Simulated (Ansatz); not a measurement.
Run report: Bi4Se3, geometry relaxation (part 1 of 2)

- system: Bi4Se3 (7 atoms in the cell)
- method: DFT PBEsol, scalar-relativistic, plane waves, PAW, no spin polarisation (Ansatz 0.2.0)

The structure derives from an entry of the Crystallography Open Database. It belongs to a series of runs on one base structure; here: the database's cell, atoms relaxed. Figures and captions count atoms from 1; the log counts them from 0 in places.

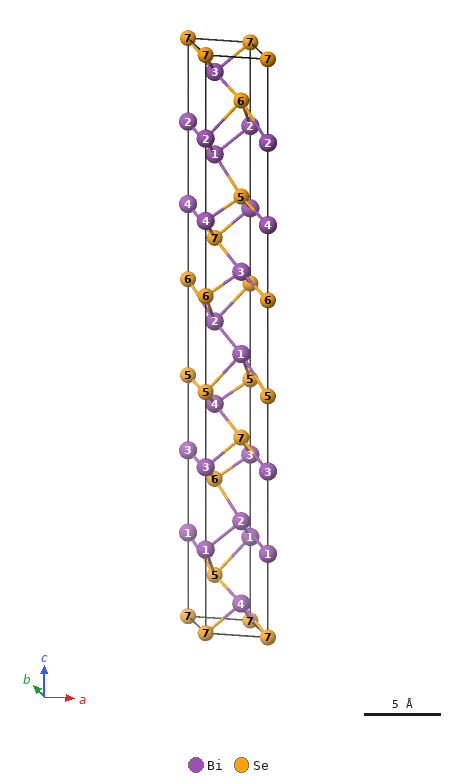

Figure 1. The input geometry (ball-and-stick view of the cell 3 times as large as that of the calculation, set on its symmetry axes, seen slightly off an axis; atoms are numbered from 1 in the order of the input). An atom can appear more than once, as a periodic image.

## Input
```yaml
crystal:
  lattice:
    - [2.135, 1.2326428247, 13.3333333333]
    - [-2.135, 1.2326428247, 13.3333333333]
    - [0.0, -2.4652856494, 13.3333333333]
  atoms:
    - { symbol: Bi, position: [0.1445, 0.1445, 0.1445] }
    - { symbol: Bi, position: [0.8555, 0.8555, 0.8555] }
    - { symbol: Bi, position: [0.287, 0.287, 0.287] }
    - { symbol: Bi, position: [0.713, 0.713, 0.713] }
    - { symbol: Se, position: [0.417, 0.417, 0.417] }
    - { symbol: Se, position: [0.583, 0.583, 0.583] }
    - { symbol: Se, position: [0.0, 0.0, 0.0] }
basis:
  ecutwfc: 420
kpoints:
  mp_grid: { grid: [12, 12, 12] }
hamiltonian:
  xc: pbesol
scf:
  occupations: { method: gaussian, width: 0.1 }
output:
  forces: true
  stress: true
  eigenvalues: true
  write_density: true
  write_potential: true
  elf: true
  volumetric_format: npy
relax:
  adjacent_minimum: "off"
  f_tol: 0.01
  max_steps: 40
```

Hardware: 2 threads of Intel Xeon (Sapphire Rapids), 32 GiB of memory available, shared host.

Launched with:
```bash
ansatz run input.yaml --threads 2 --pin off --max-ram 5120MiB --backend cpu --events-out ev --progress --plain --runs-dir out
```

## What the program printed
```
Warning: output.stress: scf.convergence.dr2_threshold = 1e-7 eV (the SCF's general default) is looser than the 7e-10 eV advised for a printed stress (1e-10 eV for each atom of the cell: 7). What an SCF threshold leaves in a stress goes as its square root, and in the free energy as the threshold itself, and one threshold admits the most on a small cell: of the crystals measured, under no hybrid functional and no lock of the moments, on runs that ended without the residual-converged pass, on stresses that held no estimate of that error, the worst erred by over 100 MPa in a component at 1e-7 eV an atom and by under 5 at 1e-10. Every solve of this run answers to scf.convergence.dr2_threshold, and the tensor of one is reported: a single SCF on the reported geometry and on this run's grids (its basis.xc_grid and basis.ecutrho_ratio typed), with scf.convergence.dr2_threshold at 7e-10 eV or tighter, prints it and tightens no other solve. Else set scf.convergence.dr2_threshold to 7e-10 eV or tighter. The threshold is an SCF's pass mark: one that does not reach it within its budget of iterations ends unconverged, or closes short of it on a stop that the run arms, and scf.convergence.dr2_threshold's page says what that costs each kind of run
basis.fft_grid_basis auto: the FFT boxes are laid along the combinations [[1, -1, 0], [0, 1, 0], [0, -1, 1]] of the cell's own vectors, 4.270, 13.559 and 4.270 Å long. The dense box has 30×96×30 points. Along the cell's own vectors, as sized, it would have 96×96×96, 10.24 times as many. Of the 12 symmetry operations that the crystal satisfies within crystal.symmetry.tolerance (time reversal apart; of a slab, those that keep its plane) the dense box along the cell's own vectors carries 12, and the one as laid loses 8 of those. basis.fft_grid_basis: typed keeps the cell's own vectors: state it where this run's energies or levels are differenced outside the engine with another run's, or held beside a run that keeps those vectors. Those combinations have planes normal to reciprocal vector 3, as the cell's own vectors have. Each planar average written beside output.write_density, output.write_potential has a row for each plane of the box: 30. The volumetric files lie along those combinations, not along the cell's own vectors: a cube or XSF file states them, and fields.json those of NumPy files.
Engine: ansatz 0.2.0, x86_64-unknown-linux-gnu
Pseudopotentials: kind: paw
Pseudopotential: Bi, paw, valence charge 15, recommended cutoff 420 eV (normal), Bi.paw.azcp
Pseudopotential: Se, paw, valence charge 16, recommended cutoff 420 eV (normal), Se.paw.azcp
Functional definition: PBEsol
  exchange = pbesol_x
  correlation = pbesol_c
Crystal: 7 atoms, lattice volume = 210.535 Å³
Basis set: ecut = 420 eV, 4095 PW (Γ), FFT grids on a1−a2, a2, −a2+a3, exchange–correlation on 60×192×60 points (8 copies of the dense FFT grid, shifted against one another)
Bands: 65, of which v1, the nominal top of the filled ones, is band 54 counted from 1 (53 counted from 0)
Symmetry: 12 space group operations
Space group: R-3m (ITA 166), of the structure as read, at distance tolerance 5.9e-5 Å
k-points: 189 of 1728
Non-local potential: Bi, projectors of the file, l = 0: 2, l = 1: 2, l = 2: 2, l = 3: 2
Non-local potential: Se, projectors of the file, l = 0: 2, l = 1: 2, l = 2: 3, l = 3: 1
PAW form: soft (Blöchl's): semilocal exchange-correlation on the pseudo side does not see the compensation charge
PAW frozen core: Bi, regenerated for the run's functional, and the local potential with it (the file was generated under x = pbe(κ = 0.804, μ = 0.2195149727645171), c = pbe(β = 0.06672455060314922))
PAW frozen core: Se, regenerated for the run's functional, and the local potential with it (the file was generated under x = pbe(κ = 0.804, μ = 0.2195149727645171), c = pbe(β = 0.06672455060314922))
PAW one-centre angular grid: Bi, 590 points (default); XC on 64 Gauss nodes
PAW one-centre angular grid: Se, 590 points (default); XC on 64 Gauss nodes
Initial density: superposition of atomic densities (neutral atoms: chi_scale 0, normalization atom), corrected by the library's trained network
Initial wavefunctions: pseudopotential atomic-orbital guess
Functional: x = pbesol(κ = 0.804, μ = 0.12345679012345678), c = pbesol(β = 0.046)
SCF iter   1: F=—  HF=-65242.509592 eV  |F-HF|=—  |Δ(HF+E_count)|=         —  Δρ=2.69e-3  dr2=4.30e-2  ethr=1.77e-3  ⟨swp⟩=8.7  Hψ=51258  notcnv=0  defer=3
preconditioner: auto → LDOS  [metal: Δε(μ)=0.022 eV  Ē_g=8.947 eV  σ=0.100 eV  W_gap=0.12  n_scr=58 (ndim 8)  ℏωp=15.8 eV  f_vac=0.015  D(μ)=0.54/eV (n_scr^D=2)  β→1.0]
SCF iter   2: F=—  HF=-65242.530820 eV  |F-HF|=—  |Δ(HF+E_count)|=   2.12e-2  Δρ=4.58e-3  dr2=1.51e-1  ethr=3.99e-5  ⟨swp⟩=2.0  Hψ=25838  notcnv=0  defer=624
SCF iter   3: F=—  HF=-65242.501251 eV  |F-HF|=—  |Δ(HF+E_count)|=   2.96e-2  Δρ=1.43e-3  dr2=3.99e-2  ethr=3.99e-5  ⟨swp⟩=2.0  Hψ=22345  notcnv=0  defer=624
SCF iter   4: F=—  HF=-65242.497256 eV  |F-HF|=—  |Δ(HF+E_count)|=   3.99e-3  Δρ=1.60e-4  dr2=1.04e-4  ethr=3.70e-5  ⟨swp⟩=1.8  Hψ=12521  notcnv=0  defer=622
SCF iter   5: F=—  HF=-65242.497014 eV  |F-HF|=—  |Δ(HF+E_count)|=   2.42e-4  Δρ=5.40e-5  dr2=1.61e-5  ethr=9.61e-8  ⟨swp⟩=2.0  Hψ=22604  notcnv=0  defer=47
SCF iter   6: F=-65242.497012 eV  HF=-65242.497012 eV  |F-HF|=2.83e-7  |Δ(HF+E_count)|=   2.00e-6  Δρ=1.60e-5  dr2=5.57e-7  ethr=2.31e-9  ⟨swp⟩=15.9  Hψ=120121  notcnv=0
SCF 1 converged in 6 iterations: F = -65242.497012 eV  dr2 = 5.57e-7
  greatest PAW one-centre occupation: 1.000 electrons in one spin orbital (limit 2), on the Se atom at site 5 (counted from 0), in its partial waves of l = 2
relax step   1: F+E_penalty+E_count = -65242.49701172 eV  Δ(F+E_penalty+E_count) = +0.000e0 eV  max|allowed force component| = 2.229e-1 eV/Å  Δτ_max = 0.0000 Å  (6 SCF iters, dr2 threshold 2.50e-6 eV, accepted)
Initial density: handed on by an earlier stage of this run
Initial wavefunctions: those handed on with the density
iter 1 solved again at ethr=1.45e-5 eV; its pass at ethr=3.10e-3 eV (dr2=1.57e-2 eV) is discarded
SCF iter   1: F=—  HF=-65242.490885 eV  |F-HF|=—  |Δ(HF+E_count)|=         —  Δρ=1.97e-3  dr2=1.53e-2  ethr=1.45e-5  ⟨swp⟩=2.1  Hψ=37550  notcnv=0  defer=614
preconditioner: auto → LDOS  [metal: Δε(μ)=0.018 eV  Ē_g=8.960 eV  σ=0.100 eV  W_gap=0.10  n_scr=58 (ndim 8)  ℏωp=15.8 eV  f_vac=0.014  D(μ)=0.55/eV (n_scr^D=2)  β→1.0]
SCF iter   2: F=—  HF=-65242.493859 eV  |F-HF|=—  |Δ(HF+E_count)|=   2.97e-3  Δρ=1.74e-3  dr2=4.75e-2  ethr=1.42e-5  ⟨swp⟩=2.0  Hψ=22349  notcnv=0  defer=614  recentre
SCF iter   3: F=—  HF=-65242.488170 eV  |F-HF|=—  |Δ(HF+E_count)|=   5.69e-3  Δρ=8.27e-4  dr2=1.26e-2  ethr=1.42e-5  ⟨swp⟩=2.0  Hψ=21358  notcnv=0  defer=614
SCF iter   4: F=—  HF=-65242.487190 eV  |F-HF|=—  |Δ(HF+E_count)|=   9.79e-4  Δρ=2.51e-4  dr2=8.17e-4  ethr=1.17e-5  ⟨swp⟩=1.6  Hψ=13001  notcnv=0  defer=614
SCF iter   5: F=—  HF=-65242.486853 eV  |F-HF|=—  |Δ(HF+E_count)|=   3.38e-4  Δρ=7.99e-5  dr2=8.03e-6  ethr=7.56e-7  ⟨swp⟩=1.4  Hψ=12724  notcnv=0  defer=616
SCF iter   6: F=-65242.486856 eV  HF=-65242.486856 eV  |F-HF|=1.31e-7  |Δ(HF+E_count)|=   3.27e-6  Δρ=2.19e-5  dr2=6.06e-7  ethr=2.87e-9  ⟨swp⟩=17.1  Hψ=119101  notcnv=0
SCF 2 converged in 6 iterations: F = -65242.486856 eV  dr2 = 6.06e-7
relax step   2: F+E_penalty+E_count = -65242.48685595 eV  Δ(F+E_penalty+E_count) = +1.016e-2 eV  max|allowed force component| = 3.057e-1 eV/Å  Δτ_max = 0.0433 Å  (6 SCF iters, dr2 threshold 3.10e-6 eV, rejected (line search))
SCF iter   1: F=—  HF=-65242.506369 eV  |F-HF|=—  |Δ(HF+E_count)|=         —  Δρ=1.23e-3  dr2=6.30e-3  ethr=5.23e-5  ⟨swp⟩=4.5  Hψ=28186  notcnv=0  defer=632
preconditioner: auto → LDOS  [metal: Δε(μ)=0.023 eV  Ē_g=8.962 eV  σ=0.100 eV  W_gap=0.13  n_scr=58 (ndim 8)  ℏωp=15.8 eV  f_vac=0.013  D(μ)=0.56/eV (n_scr^D=2)  β→1.0]
SCF iter   2: F=—  HF=-65242.507846 eV  |F-HF|=—  |Δ(HF+E_count)|=   1.48e-3  Δρ=1.14e-3  dr2=2.34e-2  ethr=5.83e-6  ⟨swp⟩=2.0  Hψ=25252  notcnv=0  defer=629  recentre
SCF iter   3: F=—  HF=-65242.505091 eV  |F-HF|=—  |Δ(HF+E_count)|=   2.75e-3  Δρ=4.35e-4  dr2=2.21e-3  ethr=5.83e-6  ⟨swp⟩=2.0  Hψ=21101  notcnv=0  defer=629
SCF iter   4: F=—  HF=-65242.504931 eV  |F-HF|=—  |Δ(HF+E_count)|=   1.60e-4  Δρ=1.69e-4  dr2=3.85e-4  ethr=2.05e-6  ⟨swp⟩=2.0  Hψ=13341  notcnv=0  defer=629
SCF iter   5: F=—  HF=-65242.504884 eV  |F-HF|=—  |Δ(HF+E_count)|=   4.68e-5  Δρ=4.05e-5  dr2=2.16e-6  ethr=3.57e-7  ⟨swp⟩=1.9  Hψ=12955  notcnv=0  defer=629
SCF iter   6: F=—  HF=-65242.504626 eV  |F-HF|=—  |Δ(HF+E_count)|=   2.58e-4  Δρ=1.23e-5  dr2=2.53e-7  ethr=2.00e-9  ⟨swp⟩=2.3  Hψ=20918  notcnv=0  defer=624
SCF iter   7: F=-65242.504626 eV  HF=-65242.504626 eV  |F-HF|=5.38e-9  |Δ(HF+E_count)|=   7.05e-8  Δρ=2.61e-6  dr2=1.33e-8  ethr=9.26e-11  ⟨swp⟩=15.6  Hψ=97378  notcnv=0
SCF 3 converged in 7 iterations: F = -65242.504626 eV  dr2 = 1.33e-8
relax step   3: F+E_penalty+E_count = -65242.50462629 eV  Δ(F+E_penalty+E_count) = -7.615e-3 eV  max|allowed force component| = 1.814e-3 eV/Å  Δτ_max = 0.0198 Å  (7 SCF iters, accepted)
```

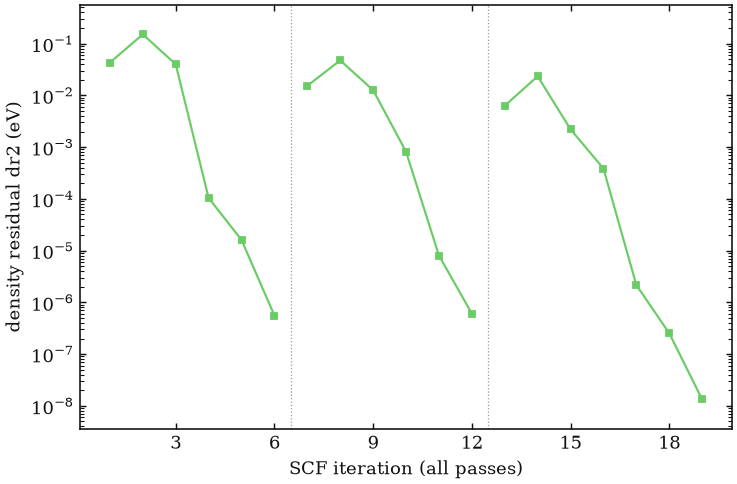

Figure 2. Convergence of the self-consistent field: density residual dr2 against the SCF iteration. The dotted lines part the SCF passes of the relaxation: geometry steps, rejected trials and re-solves on a re-selected basis. The passes take 6, 6 and 7 iterations.

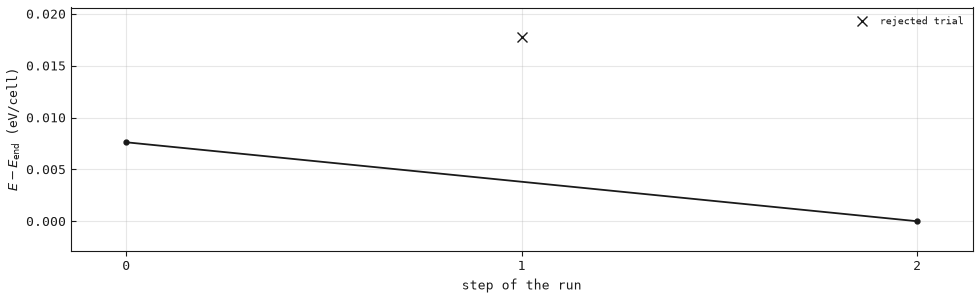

Figure 3. Progress of the relaxation, step by step (the first geometry is step 0 here and step 1 in the log).

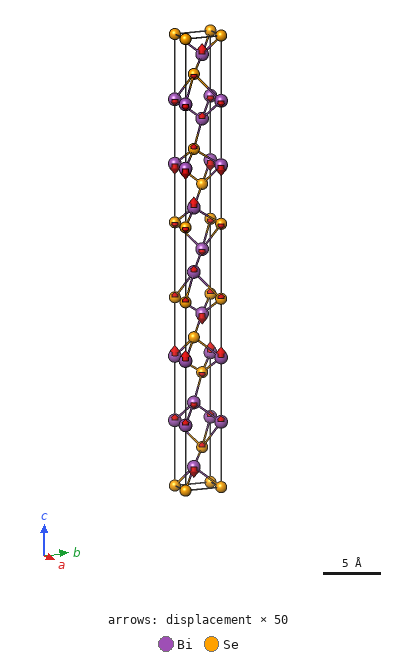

Figure 4. The starting structure with the displacements as red arrows, magnified 50 times (ball-and-stick view of the cell 3 times as large as that of the calculation, set on its symmetry axes, seen slightly off an axis). The energy falls by 7.6 meV per cell of the calculation in 2 geometry steps. Largest force component: 0.22 eV/Å at the start, 0.0018 eV/Å at the end. The line search rejected the trial step at point 1 (counted from 0) and went back. The largest moves, 0.020 Å, are those of Bi3 and Bi4. Largest moves by element: Bi 0.020 Å, Se 0.010 Å. The cell doesn't change. Among the contacts that change: Bi3–Se6 2.882 → 2.898 Å, Bi1–Bi2 3.037 → 3.023 Å, Bi3–Se7 3.084 → 3.072 Å. The space group stays R-3m (No. 166). (Atoms are counted from 1 in the order of the input.)
